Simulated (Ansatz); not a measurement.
# Zinc, hcp under r²SCAN: from relaxation to bulk modulus, part 2 of 2

Aim: take zinc in the hcp structure, relax it, solve it on a dense k-mesh, switch on spin-orbit coupling, then scale the cell to 7 volumes from 88 to 112 % of the relaxed one and try a fit of the equation of state. The k-meshes are 13×13×7 for the relaxation; 23×23×11 for the dense run; 14×14×7 for spin-orbit coupling; 23×23×11 for the volumes. It starts from a deposited cell (COD).

Ansatz 0.2.0; DFT, r2SCAN, plane waves (500 eV) with PAW, scalar-relativistic. The steps go on from the part before.

### 6 Volume × 0.92

File input.yaml:

```yaml
crystal:
  lattice:
    - [2.5469440997, 0.0, 0.0]
    - [-1.2734720499, 2.2057182924, 0.0]
    - [0.0, 0.0, 4.7062572178]
  atoms:
    - { symbol: Zn, position: [0.3333333333, 0.6666666667, 0.25] }
    - { symbol: Zn, position: [0.6666666667, 0.3333333333, 0.75] }
hamiltonian:
  xc: r2scan
  pseudopotentials:
    kind: paw
    azcp:
      Zn: "pseudopotentials/Zn.paw.azcp"
basis:
  ecutwfc: 500
  fft_grid_basis: typed
kpoints:
  mp_grid: { grid: [23, 23, 11], shift: [0, 0, 0] }
magnetization:
  spin_polarized: false
scf:
  occupations: { method: fermi_dirac, width: 0.1 }
output:
  stress: true
```

The program printed, shortened:

```text
[...]
Pseudopotentials: kind: paw
Pseudopotential: Zn, paw, valence charge 12, recommended cutoff 500 eV (meta_gga), <dir>
Functional definition: r2SCAN
[...]
Crystal: 2 atoms, lattice volume = 26.439 Å³
Basis set: ecut = 500 eV, 665 PW (Γ), exchange–correlation on 80×80×144 points (64 copies of the dense FFT grid, shifted against one another)
Bands: 16, of which v1, the nominal top of the filled ones, is band 12 counted from 1 (11 counted from 0)
Symmetry: 24 space group operations
Space group: P63/mmc (ITA 194), of the structure as read, at distance tolerance 3.0e-5 Å
k-points: 336 of 5819
[...]
SCF iter   1: F=—  HF=-6651.293011 eV  |F-HF|=—  |Δ(HF+E_count)|=         —  Δρ=2.31e-2  dr2=6.75e-2  dr2_τ=3.39e-3  ethr=1.77e-3  ⟨swp⟩=5.0  Hψ=27767  notcnv=0
[...]
SCF iter   6: F=-6651.282904 eV  HF=-6651.282904 eV  |F-HF|=9.95e-9  |Δ(HF+E_count)|=   1.49e-6  Δρ=2.22e-5  dr2=5.83e-8  dr2_τ=2.47e-10  ethr=4.17e-10  ⟨swp⟩=5.3  Hψ=23505  notcnv=0
[...]
SCF converged after 6 iterations
Free energy (F): -6651.282904 eV
[...]
E sigma→0 (E₀):  -6651.276371 eV
Entropy (-TS):   -0.013066 eV (-6.533 meV/atom)
Fermi energy:    13.153396 eV
[...]
--- Stress (GPa, compression-positive) ---
       10.744453       0.000000       0.000000
        0.000000      10.744453       0.000000
        0.000000       0.000000       6.932580
  P = ⅓ Tr σ = 9.4738 GPa (94.738 kbar)
```

Wall time 18 s (1 thread of an x86-64 CPU, shared host); peak memory 0.69 GiB.

### 7 Volume × 0.96

Changes to input.yaml since step 6:

```diff
@@ -2,5 +2,5 @@
   lattice:
-    - [2.5469440997, 0.0, 0.0]
-    - [-1.2734720499, 2.2057182924, 0.0]
-    - [0.0, 0.0, 4.7062572178]
+    - [2.5833339319, 0.0, 0.0]
+    - [-1.291666966, 2.2372328115, 0.0]
+    - [0.0, 0.0, 4.7734985484]
   atoms:
```

The program printed, shortened:

```text
[...]
[... 3 set-up lines as earlier in the session ...]
[...]
Crystal: 2 atoms, lattice volume = 27.589 Å³
Basis set: ecut = 500 eV, 701 PW (Γ), exchange–correlation on 80×80×144 points (64 copies of the dense FFT grid, shifted against one another)
Bands: 16, of which v1, the nominal top of the filled ones, is band 12 counted from 1 (11 counted from 0)
[... 2 set-up lines as earlier in the session ...]
k-points: 336 of 5819
[...]
SCF iter   1: F=—  HF=-6651.344084 eV  |F-HF|=—  |Δ(HF+E_count)|=         —  Δρ=2.29e-2  dr2=7.01e-2  dr2_τ=2.87e-3  ethr=1.77e-3  ⟨swp⟩=5.0  Hψ=27554  notcnv=0
[...]
SCF iter   6: F=-6651.331162 eV  HF=-6651.331162 eV  |F-HF|=1.16e-8  |Δ(HF+E_count)|=   1.38e-6  Δρ=2.11e-5  dr2=5.58e-8  dr2_τ=2.34e-10  ethr=4.17e-10  ⟨swp⟩=5.1  Hψ=23021  notcnv=0
[...]
SCF converged after 6 iterations
Free energy (F): -6651.331162 eV
[...]
E sigma→0 (E₀):  -6651.324529 eV
Entropy (-TS):   -0.013267 eV (-6.634 meV/atom)
Fermi energy:    12.441389 eV
[...]
--- Stress (GPa, compression-positive) ---
        4.718563      -0.000000       0.000000
       -0.000000       4.718563       0.000000
        0.000000       0.000000       3.132124
  P = ⅓ Tr σ = 4.1898 GPa (41.898 kbar)
```

Run time: 23 s. Hardware: 1 thread of an x86-64 CPU, shared host; peak memory 0.69 GiB.

### 8 Volume × 1.0

Changes to input.yaml since step 7:

```diff
@@ -2,5 +2,5 @@
   lattice:
-    - [2.5833339319, 0.0, 0.0]
-    - [-1.291666966, 2.2372328115, 0.0]
-    - [0.0, 0.0, 4.7734985484]
+    - [2.618726466, 0.0, 0.0]
+    - [-1.309363233, 2.2678836451, 0.0]
+    - [0.0, 0.0, 4.8388970662]
   atoms:
```

The program printed, shortened:

```text
[...]
[... 3 set-up lines as earlier in the session ...]
[...]
Crystal: 2 atoms, lattice volume = 28.738 Å³
Basis set: ecut = 500 eV, 737 PW (Γ), exchange–correlation on 80×80×144 points (64 copies of the dense FFT grid, shifted against one another)
Bands: 16, of which v1, the nominal top of the filled ones, is band 12 counted from 1 (11 counted from 0)
[... 2 set-up lines as earlier in the session ...]
k-points: 336 of 5819
[...]
SCF iter   1: F=—  HF=-6651.361177 eV  |F-HF|=—  |Δ(HF+E_count)|=         —  Δρ=2.30e-2  dr2=7.39e-2  dr2_τ=2.46e-3  ethr=1.77e-3  ⟨swp⟩=5.1  Hψ=27818  notcnv=0
[...]
SCF iter   6: F=-6651.345704 eV  HF=-6651.345704 eV  |F-HF|=1.16e-9  |Δ(HF+E_count)|=   1.30e-6  Δρ=1.79e-5  dr2=4.41e-8  dr2_τ=1.86e-10  ethr=4.17e-10  ⟨swp⟩=5.1  Hψ=22847  notcnv=0
[...]
SCF converged after 6 iterations
Free energy (F): -6651.345704 eV
[...]
E sigma→0 (E₀):  -6651.338915 eV
Entropy (-TS):   -0.013577 eV (-6.789 meV/atom)
Fermi energy:    11.789616 eV
[...]
--- Stress (GPa, compression-positive) ---
       -0.034006       0.000000       0.000000
        0.000000      -0.034006       0.000000
        0.000000       0.000000       0.160316
  P = ⅓ Tr σ = 0.0308 GPa (0.308 kbar)
```

Wall time 19 s (1 thread of an x86-64 CPU, shared host); peak memory 0.71 GiB.

### 9 Volume × 1.04

Changes to input.yaml since step 8:

```diff
@@ -2,5 +2,5 @@
   lattice:
-    - [2.618726466, 0.0, 0.0]
-    - [-1.309363233, 2.2678836451, 0.0]
-    - [0.0, 0.0, 4.8388970662]
+    - [2.653187345, 0.0, 0.0]
+    - [-1.3265936725, 2.2977276418, 0.0]
+    - [0.0, 0.0, 4.9025740667]
   atoms:
```

The program printed, shortened:

```text
[...]
[... 3 set-up lines as earlier in the session ...]
[...]
Crystal: 2 atoms, lattice volume = 29.888 Å³
Basis set: ecut = 500 eV, 749 PW (Γ), exchange–correlation on 80×80×144 points (64 copies of the dense FFT grid, shifted against one another)
Bands: 16, of which v1, the nominal top of the filled ones, is band 12 counted from 1 (11 counted from 0)
[... 2 set-up lines as earlier in the session ...]
k-points: 336 of 5819
[...]
SCF iter   1: F=—  HF=-6651.351284 eV  |F-HF|=—  |Δ(HF+E_count)|=         —  Δρ=2.29e-2  dr2=7.66e-2  dr2_τ=2.15e-3  ethr=1.77e-3  ⟨swp⟩=5.1  Hψ=28031  notcnv=0
[...]
SCF iter   6: F=-6651.333738 eV  HF=-6651.333738 eV  |F-HF|=7.78e-9  |Δ(HF+E_count)|=   1.15e-6  Δρ=1.59e-5  dr2=3.99e-8  dr2_τ=1.77e-10  ethr=4.17e-10  ⟨swp⟩=5.1  Hψ=23038  notcnv=0
[...]
SCF converged after 6 iterations
Free energy (F): -6651.333738 eV
[...]
E sigma→0 (E₀):  -6651.326710 eV
Entropy (-TS):   -0.014056 eV (-7.028 meV/atom)
Fermi energy:    11.190239 eV
[...]
--- Stress (GPa, compression-positive) ---
       -3.770020       0.000000       0.000000
       -0.000000      -3.770020       0.000000
        0.000000       0.000000      -2.158673
  P = ⅓ Tr σ = -3.2329 GPa (-32.329 kbar)
```

It took 28 s on 1 thread of an x86-64 CPU, shared host; peak memory 0.7 GiB.

### 10 Volume × 1.08

Changes to input.yaml since step 9:

```diff
@@ -2,5 +2,5 @@
   lattice:
-    - [2.653187345, 0.0, 0.0]
-    - [-1.3265936725, 2.2977276418, 0.0]
-    - [0.0, 0.0, 4.9025740667]
+    - [2.6867755607, 0.0, 0.0]
+    - [-1.3433877803, 2.3268158898, 0.0]
+    - [0.0, 0.0, 4.964638555]
   atoms:
```

The program printed, shortened:

```text
[...]
[... 3 set-up lines as earlier in the session ...]
[...]
Crystal: 2 atoms, lattice volume = 31.037 Å³
Basis set: ecut = 500 eV, 787 PW (Γ), exchange–correlation on 80×80×160 points (64 copies of the dense FFT grid, shifted against one another)
Bands: 16, of which v1, the nominal top of the filled ones, is band 12 counted from 1 (11 counted from 0)
[... 2 set-up lines as earlier in the session ...]
k-points: 336 of 5819
[...]
SCF iter   1: F=—  HF=-6651.319992 eV  |F-HF|=—  |Δ(HF+E_count)|=         —  Δρ=2.26e-2  dr2=7.80e-2  dr2_τ=1.92e-3  ethr=1.77e-3  ⟨swp⟩=5.0  Hψ=28545  notcnv=0
[...]
SCF iter   6: F=-6651.301028 eV  HF=-6651.301027 eV  |F-HF|=1.30e-8  |Δ(HF+E_count)|=   1.03e-6  Δρ=1.58e-5  dr2=4.47e-8  dr2_τ=2.03e-10  ethr=4.17e-10  ⟨swp⟩=5.3  Hψ=23262  notcnv=0
[...]
SCF converged after 6 iterations
Free energy (F): -6651.301028 eV
[...]
E sigma→0 (E₀):  -6651.293643 eV
Entropy (-TS):   -0.014769 eV (-7.385 meV/atom)
Fermi energy:    10.636052 eV
[...]
--- Stress (GPa, compression-positive) ---
       -6.684853      -0.000000       0.000000
       -0.000000      -6.684853       0.000000
        0.000000       0.000000      -3.962433
  P = ⅓ Tr σ = -5.7774 GPa (-57.774 kbar)
```

Run time: 25 s. Hardware: 1 thread of an x86-64 CPU, shared host; peak memory 0.7 GiB.

### 11 Volume × 1.12

Changes to input.yaml since step 10:

```diff
@@ -2,5 +2,5 @@
   lattice:
-    - [2.6867755607, 0.0, 0.0]
-    - [-1.3433877803, 2.3268158898, 0.0]
-    - [0.0, 0.0, 4.964638555]
+    - [2.7195443458, 0.0, 0.0]
+    - [-1.3597721729, 2.3551944902, 0.0]
+    - [0.0, 0.0, 5.0251888951]
   atoms:
```

The program printed, shortened:

```text
[...]
[... 3 set-up lines as earlier in the session ...]
[...]
Crystal: 2 atoms, lattice volume = 32.187 Å³
Basis set: ecut = 500 eV, 799 PW (Γ), exchange–correlation on 80×80×160 points (64 copies of the dense FFT grid, shifted against one another)
Bands: 16, of which v1, the nominal top of the filled ones, is band 12 counted from 1 (11 counted from 0)
[... 1 set-up line as earlier in the session ...]
Space group: P63/mmc (ITA 194), of the structure as read, at distance tolerance 3.2e-5 Å
k-points: 336 of 5819
[...]
SCF iter   1: F=—  HF=-6651.272051 eV  |F-HF|=—  |Δ(HF+E_count)|=         —  Δρ=2.24e-2  dr2=7.90e-2  dr2_τ=1.73e-3  ethr=1.77e-3  ⟨swp⟩=5.3  Hψ=29008  notcnv=0
[...]
SCF iter   6: F=-6651.252228 eV  HF=-6651.252228 eV  |F-HF|=1.94e-8  |Δ(HF+E_count)|=   9.28e-7  Δρ=1.70e-5  dr2=5.62e-8  dr2_τ=2.64e-10  ethr=4.17e-10  ⟨swp⟩=5.5  Hψ=24117  notcnv=0
[...]
SCF converged after 6 iterations
Free energy (F): -6651.252228 eV
[...]
E sigma→0 (E₀):  -6651.244364 eV
Entropy (-TS):   -0.015728 eV (-7.864 meV/atom)
Fermi energy:    10.120480 eV
[...]
--- Stress (GPa, compression-positive) ---
       -8.926208       0.000000       0.000000
       -0.000000      -8.926208       0.000000
        0.000000       0.000000      -5.359166
  P = ⅓ Tr σ = -7.7372 GPa (-77.372 kbar)
```

Run time: 31 s. Hardware: 1 thread of an x86-64 CPU, shared host; peak memory 0.72 GiB.

### 12 Fitting the volumes

All volumes keep the relaxed shape and fractional coordinates.

```csv
V (Å³/atom),E − E₀ (meV/atom),P from the stress (GPa),P from the fit (GPa)
12.645,76.8,16.18,16.21
13.220,31.2,9.47,9.46
13.794,7.2,4.19,4.16
14.369,0.0,0.03,0.01
14.944,6.1,-3.23,-3.26
15.519,22.6,-5.78,-5.83
16.093,47.3,-7.74,-7.85
```

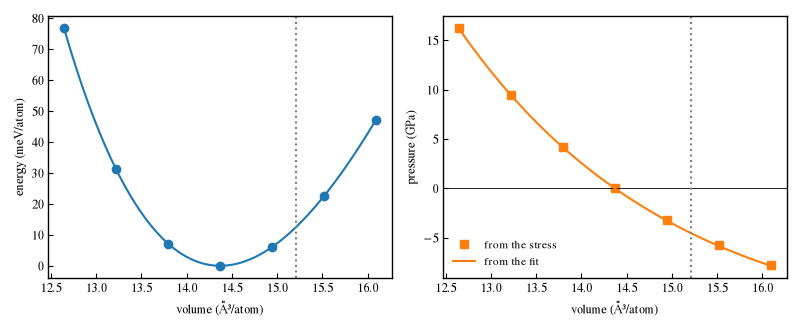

Energy and pressure against volume; the lines are the Birch-Murnaghan fit; the dotted line marks the deposited volume.

Fit (Birch-Murnaghan, third order): V₀ = 14.370 Å³/atom, B₀ = 92 GPa, B₀′ = 5.0, largest residual 0.03 meV/atom.

### 13 Summary of results

What follows sums up all 2 parts.

| quantity | value |
| --- | --- |
| space group (spins left aside) | P6_3/mmc (No. 194) |
| conventional cell | a = 2.619 Å, c = 4.839 Å (c/a = 1.848) |
| volume | 14.369 Å³/atom |
| shortest distance | 2.619 Å |
| against the deposited volume | -5.5 % (15.211 Å³/atom) |
| gap on the mesh | none (levels filled in part) |
| V₀, B₀, B₀′ | 14.370 Å³/atom, 92 GPa, 5.0 |

**Reading.** r²SCAN puts the volume 5.5 % below the deposited one. The deposited cell holds zero-point motion and, unless taken cold, thermal expansion, which account for some of this. No gap shows: it is a metal or semimetal at this level. The total energy of the spin-orbit run lies +2.2 eV/atom from the scalar one, but the two kinds of run don't share a zero of energy: only differences within one kind count. B₀ comes out at 92 GPa; letting shape and positions relax at each volume could only lower it.
